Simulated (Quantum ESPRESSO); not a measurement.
## Relaxation of cell and atoms, with input and output: Na (part 1 of 3)

Na (1 atom in the cell), computed with Kohn-Sham DFT of a periodic cell, rPW86PBE with rVV10, SSSP 1.3 efficiency PBE, no spin polarisation (Quantum ESPRESSO 7.5).

The structure derives from an entry of the Crystallography Open Database. The geometry was changed: volume scaled by 1.25.

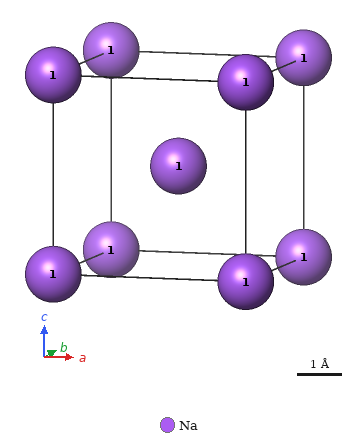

Fig. 1: The input geometry (ball-and-stick view of the cell 2 times as large as that of the calculation, set on its symmetry axes, seen slightly off an axis; atoms are numbered from 1 in the order of the input).

### Input file
```
&CONTROL
  calculation = 'vc-relax'
  prefix = 'pwscf'
  outdir = './tmp'
  pseudo_dir = './pseudo'
  tprnfor = .true.
  tstress = .true.
  disk_io = 'low'
  nstep = 40
  forc_conv_thr = 0.0004
  etot_conv_thr = 1d-05
/
&SYSTEM
  ibrav = 0
  nat = 1
  ntyp = 1
  ecutwfc = 55
  ecutrho = 440
  nbnd = 10
  input_dft = 'rvv10'
  occupations = 'smearing'
  smearing = 'fd'
  degauss = 0.00734986
/
&ELECTRONS
  conv_thr = 2d-10
  electron_maxstep = 120
  mixing_beta = 0.5
  startingwfc = 'atomic'
/
&IONS
  ion_dynamics = 'bfgs'
/
&CELL
  cell_dynamics = 'bfgs'
  press = 0
  press_conv_thr = 0.3
/
ATOMIC_SPECIES
Na    22.9898 na_pbe_v1.5.uspp.F.UPF
CELL_PARAMETERS angstrom
  -2.3063223357    2.3063223357    2.3063223357
   2.3063223357   -2.3063223357    2.3063223357
   2.3063223357    2.3063223357   -2.3063223357
ATOMIC_POSITIONS crystal
Na     0.0000000000    0.0000000000    0.0000000000
K_POINTS automatic
9 9 9 0 0 0
```

Launched with:
```bash
OMP_NUM_THREADS=1 pw.x -in pw.in > pw.out
```

### The program's output
```
This program is part of the open-source Quantum ESPRESSO suite
     for quantum simulation of materials; please cite
         "P. Giannozzi et al., J. Phys.:Condens. Matter 21 395502 (2009);
         "P. Giannozzi et al., J. Phys.:Condens. Matter 29 465901 (2017);
         "P. Giannozzi et al., J. Chem. Phys. 152 154105 (2020);
          URL
     in publications or presentations arising from this work. More details at

     IMPORTANT: XC functional enforced from input :
     Exchange-correlation= RVV10
                           (   1   4  13   4  26   0   0)
     Any further DFT definition will be discarded
     Please, verify this is what you really want

     Message from routine setup:
     using ibrav=0 with symmetry is DISCOURAGED, use correct ibrav instead

     G-vector sticks info
     --------------------
     sticks:   dense  smooth     PW     G-vecs:    dense   smooth      PW
     Sum        1893     941    281                51725    18173    3043

     Using Slab Decomposition

     bravais-lattice index     =            0
     lattice parameter (alat)  =       7.5488  a.u.
     unit-cell volume          =     331.1438 (a.u.)^3
     number of atoms/cell      =            1
     number of atomic types    =            1
     number of electrons       =         9.00
     number of Kohn-Sham states=           10
     kinetic-energy cutoff     =      55.0000  Ry
     charge density cutoff     =     440.0000  Ry
     scf convergence threshold =      2.0E-10
     mixing beta               =       0.5000
     number of iterations used =            8  plain     mixing
     energy convergence thresh.=      1.0E-05
     force convergence thresh. =      4.0E-04
     press convergence thresh. =      3.0E-01
     Exchange-correlation= RVV10
                           (   1   4  13   4  26   0   0)
     nstep                     =           40

     celldm(1)=   7.548827  celldm(2)=   0.000000  celldm(3)=   0.000000
     celldm(4)=   0.000000  celldm(5)=   0.000000  celldm(6)=   0.000000

     crystal axes: (cart. coord. in units of alat)
               a(1) = (  -0.577350   0.577350   0.577350 )
               a(2) = (   0.577350  -0.577350   0.577350 )
               a(3) = (   0.577350   0.577350  -0.577350 )

     reciprocal axes: (cart. coord. in units 2 pi/alat)
               b(1) = ( -0.000000  0.866025  0.866025 )
               b(2) = (  0.866025 -0.000000  0.866025 )
               b(3) = (  0.866025  0.866025  0.000000 )

     PseudoPot. # 1 for Na read from file:
     na_pbe_v1.5.uspp.F.UPF
     Pseudo is Ultrasoft, Zval =  9.0
     Generated by new atomic code, or converted to UPF format
     Using radial grid of  819 points,  5 beta functions with:
                l(1) =   0
                l(2) =   0
                l(3) =   1
                l(4) =   1
                l(5) =   2
     Q(r) pseudized with  8 coefficients,  rinner =    1.250   1.250   1.250
                                                       1.250   1.250

     atomic species   valence    mass     pseudopotential
     Na                9.00    22.98980     Na( 1.00)

     48 Sym. Ops., with inversion, found

   Cartesian axes

     site n.     atom                  positions (alat units)
         1        Na     tau(   1) = (   0.0000000   0.0000000   0.0000000  )

     number of k points=    35  Fermi-Dirac smearing, width (Ry)=  0.0073
                       cart. coord. in units 2pi/alat
        k(    1) = (   0.0000000   0.0000000   0.0000000), wk =   0.0027435
        k(    2) = (   0.0962250   0.0962250   0.0000000), wk =   0.0329218
        k(    3) = (   0.1924501   0.1924501   0.0000000), wk =   0.0329218
        k(    4) = (   0.2886751   0.2886751   0.0000000), wk =   0.0329218
        k(    5) = (   0.3849002   0.3849002   0.0000000), wk =   0.0329218
        k(    6) = (   0.1924501   0.0962250   0.0962250), wk =   0.0658436
        k(    7) = (   0.2886751   0.1924501   0.0962250), wk =   0.1316872
        k(    8) = (   0.3849002   0.2886751   0.0962250), wk =   0.1316872
        k(    9) = (   0.4811252   0.3849002   0.0962250), wk =   0.0658436
        k(   10) = (   0.3849002   0.1924501   0.1924501), wk =   0.0658436
        k(   11) = (   0.4811252   0.2886751   0.1924501), wk =   0.1316872
        k(   12) = (   0.5773503   0.2886751   0.2886751), wk =   0.0219479
        k(   13) = (   0.1924501   0.1924501   0.1924501), wk =   0.0219479
        k(   14) = (   0.2886751   0.2886751   0.1924501), wk =   0.0658436
        k(   15) = (   0.3849002   0.3849002   0.1924501), wk =   0.0658436
        k(   16) = (  -0.0000000  -0.0000000   0.1924501), wk =   0.0164609
        k(   17) = (   0.3849002   0.2886751   0.2886751), wk =   0.0658436
        k(   18) = (   0.4811252   0.3849002   0.2886751), wk =   0.0658436
        k(   19) = (   0.0000000  -0.0962250   0.2886751), wk =   0.0658436
        k(   20) = (  -0.0000000  -0.1924501   0.3849002), wk =   0.0658436
        k(   21) = (   0.0962250  -0.0962250   0.3849002), wk =   0.0658436
        k(   22) = (   0.0000000  -0.2886751   0.4811252), wk =   0.0658436
        k(   23) = (   0.0962250  -0.1924501   0.4811252), wk =   0.1316872
        k(   24) = (  -0.7698004  -0.2886751  -0.2886751), wk =   0.0658436
        k(   25) = (  -0.6735753  -0.1924501  -0.2886751), wk =   0.0658436
        k(   26) = (   0.3849002   0.3849002   0.3849002), wk =   0.0219479
        k(   27) = (   0.0000000   0.0000000   0.3849002), wk =   0.0164609
        k(   28) = (  -0.0000000  -0.0962250   0.4811252), wk =   0.0658436
        k(   29) = (   0.0000000  -0.1924501   0.5773503), wk =   0.0658436
        k(   30) = (   0.0962250  -0.0962250   0.5773503), wk =   0.0658436
        k(   31) = (  -0.7698004  -0.1924501  -0.1924501), wk =   0.0658436
        k(   32) = (  -0.0000000  -0.0000000   0.5773503), wk =   0.0164609
        k(   33) = (   0.0000000  -0.0962250   0.6735753), wk =   0.0658436
        k(   34) = (  -0.7698004  -0.0962250  -0.0962250), wk =   0.0219479
        k(   35) = (   0.0000000   0.0000000   0.7698004), wk =   0.0164609

     Dense  grid:    51725 G-vectors     FFT dimensions: (  54,  54,  54)

     Smooth grid:    18173 G-vectors     FFT dimensions: (  36,  36,  36)

     Initial potential from superposition of free atoms

     starting charge       8.9937, renormalised to       9.0000

Carrying out rVV10 run using the following parameters:
Nqs =      20    Nr_points =    1024   r_max =   100.000
b_value =  6.30000    beta =  0.00901
     q_mesh =  0.00010000  0.00030000  0.00058939  0.00100810
               0.00161396  0.00249058  0.00375900  0.00559430
               0.00824984  0.01209221  0.01765183  0.02569619
               0.03733578  0.05417739  0.07854596  0.11380545
               0.16482331  0.23864234  0.34545298  0.50000000

Gradients computed in Reciprocal space

     Starting wfcs are    5 atomic +    5 random wfcs

     Self-consistent Calculation

     iteration #  1     ecut=    55.00 Ry     beta= 0.50
     Davidson diagonalization with overlap
     ethr =  1.00E-02,  avg # of iterations =  7.3

     Threshold (ethr) on eigenvalues was too large:
     Diagonalizing with lowered threshold

     Davidson diagonalization with overlap
     c_bands:  1 eigenvalues not converged
     c_bands:  1 eigenvalues not converged
     c_bands:  1 eigenvalues not converged
     ethr =  7.93E-06,  avg # of iterations =  8.3

     total energy              =     -95.46154035 Ry
     estimated scf accuracy    <       0.00072880 Ry

     iteration #  2     ecut=    55.00 Ry     beta= 0.50
     Davidson diagonalization with overlap
     ethr =  8.10E-06,  avg # of iterations =  1.9

     total energy              =     -95.46354815 Ry
     estimated scf accuracy    <       0.00013829 Ry

     iteration #  3     ecut=    55.00 Ry     beta= 0.50
     Davidson diagonalization with overlap
     ethr =  1.54E-06,  avg # of iterations =  2.9

     total energy              =     -95.46387093 Ry
     estimated scf accuracy    <       0.00002040 Ry

     iteration #  4     ecut=    55.00 Ry     beta= 0.50
     Davidson diagonalization with overlap
     ethr =  2.27E-07,  avg # of iterations =  1.9

     total energy              =     -95.46387973 Ry
     estimated scf accuracy    <       0.00000060 Ry

     iteration #  5     ecut=    55.00 Ry     beta= 0.50
     Davidson diagonalization with overlap
     ethr =  6.70E-09,  avg # of iterations =  2.2

     total energy              =     -95.46387537 Ry
     estimated scf accuracy    <       0.00000011 Ry

     iteration #  6     ecut=    55.00 Ry     beta= 0.50
     Davidson diagonalization with overlap
     ethr =  1.24E-09,  avg # of iterations =  2.1

     total energy              =     -95.46387371 Ry
     estimated scf accuracy    <          6.6E-09 Ry

     iteration #  7     ecut=    55.00 Ry     beta= 0.50
     Davidson diagonalization with overlap
     ethr =  7.36E-11,  avg # of iterations =  1.6

     total energy              =     -95.46387328 Ry
     estimated scf accuracy    <          2.1E-10 Ry

     iteration #  8     ecut=    55.00 Ry     beta= 0.50
     Davidson diagonalization with overlap
     ethr =  2.28E-12,  avg # of iterations =  2.6

     End of self-consistent calculation

          k = 0.0000 0.0000 0.0000 (  2243 PWs)   bands (ev):

   -52.7718 -24.7100 -24.7100 -24.7100  -2.2160  10.5734  10.5735  10.5735
    11.3636  11.3641

          k = 0.0962 0.0962 0.0000 (  2271 PWs)   bands (ev):

   -52.7717 -24.7115 -24.7105 -24.7100  -2.0371   8.5786   9.7039   9.7171
    10.2351  10.6685

          k = 0.1925 0.1925 0.0000 (  2273 PWs)   bands (ev):

   -52.7716 -24.7151 -24.7118 -24.7100  -1.5029   6.1629   8.7358   8.8323
     9.2799   9.9184

          k = 0.2887 0.2887 0.0000 (  2290 PWs)   bands (ev):

   -52.7715 -24.7193 -24.7133 -24.7099  -0.6209   4.0075   8.0579   8.2460
     8.6407   9.3084

          k = 0.3849 0.3849 0.0000 (  2278 PWs)   bands (ev):

   -52.7713 -24.7220 -24.7143 -24.7099   0.5965   2.1516   7.7160   7.9532
     8.3213   8.9791

          k = 0.1925 0.0962 0.0962 (  2275 PWs)   bands (ev):

   -52.7717 -24.7140 -24.7111 -24.7103  -1.6805   7.3269   7.6081   8.9506
    10.3429  10.6690

          k = 0.2887 0.1925 0.0962 (  2281 PWs)   bands (ev):

   -52.7715 -24.7176 -24.7126 -24.7105  -0.9725   5.1641   6.6739   8.1814
     9.7238  10.9242

          k = 0.3849 0.2887 0.0962 (  2275 PWs)   bands (ev):

   -52.7714 -24.7207 -24.7142 -24.7105   0.0775   3.1656   6.1735   7.7057
     9.2493  10.7244

          k = 0.4811 0.3849 0.0962 (  2286 PWs)   bands (ev):

   -52.7713 -24.7219 -24.7148 -24.7105   1.3736   1.5516   6.0070   7.5456
     9.0875  10.5922

          k = 0.3849 0.1925 0.1925 (  2286 PWs)   bands (ev):

   -52.7714 -24.7197 -24.7142 -24.7111  -0.0965   4.3446   4.6968   7.5533
    10.3463  10.7517

          k = 0.4811 0.2887 0.1925 (  2277 PWs)   bands (ev):

   -52.7713 -24.7205 -24.7160 -24.7113   1.1113   2.6555   4.2075   7.2300
    10.2067  11.6572

          k = 0.5774 0.2887 0.2887 (  2268 PWs)   bands (ev):

   -52.7713 -24.7186 -24.7186 -24.7116   2.3609   2.3609   2.7661   7.0675
    11.3419  11.3419

          k = 0.1925 0.1925 0.1925 (  2274 PWs)   bands (ev):

   -52.7715 -24.7171 -24.7112 -24.7112  -1.1489   6.3330   6.3330   6.9148
    12.0325  12.0326

          k = 0.2887 0.2887 0.1925 (  2282 PWs)   bands (ev):

   -52.7714 -24.7196 -24.7131 -24.7112  -0.2709   4.3239   5.6680   6.1278
    11.6696  11.8779

          k = 0.3849 0.3849 0.1925 (  2286 PWs)   bands (ev):

   -52.7713 -24.7207 -24.7148 -24.7113   0.9401   2.4899   5.3354   5.7824
    11.3602  11.6445

          k =-0.0000-0.0000 0.1925 (  2267 PWs)   bands (ev):

   -52.7717 -24.7118 -24.7111 -24.7111  -1.8586   8.4600   8.4600   8.8924
     9.5495  10.9193

          k = 0.3849 0.2887 0.2887 (  2281 PWs)   bands (ev):

   -52.7713 -24.7198 -24.7146 -24.7123   0.7690   3.6815   3.9997   5.4438
    12.6260  12.8295

          k = 0.4811 0.3849 0.2887 (  2292 PWs)   bands (ev):

   -52.7713 -24.7191 -24.7162 -24.7125   2.0310   2.2452   3.6971   5.2657
    12.6037  13.6175

          k = 0.0000-0.0962 0.2887 (  2277 PWs)   bands (ev):

   -52.7716 -24.7151 -24.7124 -24.7112  -1.3256   6.3094   7.5063   8.2136
     9.4489  10.3689

          k =-0.0000-0.1925 0.3849 (  2278 PWs)   bands (ev):

   -52.7714 -24.7191 -24.7139 -24.7111  -0.4456   4.1717   6.8680   7.5785
     9.7612  10.0564

          k = 0.0962-0.0962 0.3849 (  2280 PWs)   bands (ev):

   -52.7714 -24.7177 -24.7139 -24.7119  -0.6208   5.3398   5.6759   8.3528
     8.8356   9.9986

          k = 0.0000-0.2887 0.4811 (  2283 PWs)   bands (ev):

   -52.7713 -24.7217 -24.7149 -24.7110   0.7688   2.3222   6.5484   7.2449
     9.4489  10.2283

          k = 0.0962-0.1925 0.4811 (  2276 PWs)   bands (ev):

   -52.7713 -24.7202 -24.7156 -24.7120   0.4244   3.4953   5.0359   8.0688
     9.3573   9.7525

          k =-0.7698-0.2887-0.2887 (  2270 PWs)   bands (ev):

   -52.7712 -24.7213 -24.7162 -24.7120   1.7027   1.9057   4.8636   7.9169
     9.3120  10.6810

          k =-0.6736-0.1925-0.2887 (  2267 PWs)   bands (ev):

   -52.7712 -24.7201 -24.7179 -24.7123   1.6211   3.0218   3.3482   9.0161
     9.0615   9.5425

          k = 0.3849 0.3849 0.3849 (  2298 PWs)   bands (ev):

   -52.7713 -24.7181 -24.7149 -24.7149   1.9558   3.3503   3.3503   3.9232
    14.7316  14.7323

          k = 0.0000 0.0000 0.3849 (  2274 PWs)   bands (ev):

   -52.7714 -24.7154 -24.7138 -24.7138  -0.7964   6.5495   6.5495   6.8082
     7.7005  11.9551
```
